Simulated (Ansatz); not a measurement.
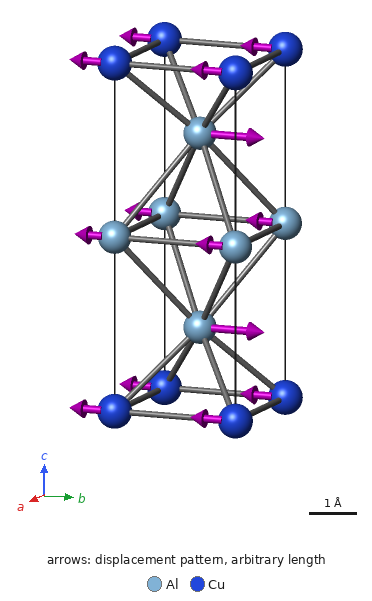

One vibrational mode of a crystal of Al3Cu at the zone centre. The purple arrows are the displacements of the atoms (eigenvector over the root of the mass), of arbitrary overall length and sign. A ball-and-stick model of the cell of the calculation, seen slightly off an axis.

These are results of DFT PBEsol, scalar-relativistic, plane waves, PAW (Ansatz 0.2.0), not measurements. (plane-wave cutoff 420 eV; k-point mesh 16 × 16 × 6; occupations fermi dirac; smearing width 0.15 eV; no spin polarisation)

The frequencies depend somewhat on the k-mesh and the smearing.

**Describe the mode and give its frequency.**

This is the E_u mode (doubly degenerate; one member of the set is drawn) at 6.18 THz, optical level 4 of 6, counted from below, infrared-active by symmetry. The Al (2h) sublattice moves against the Cu and Al (1b) sublattices, along b; the kinetic energy is shared as Al 72 %, Cu 28 %. The crystal is a metal, so free carriers screen the infrared response.
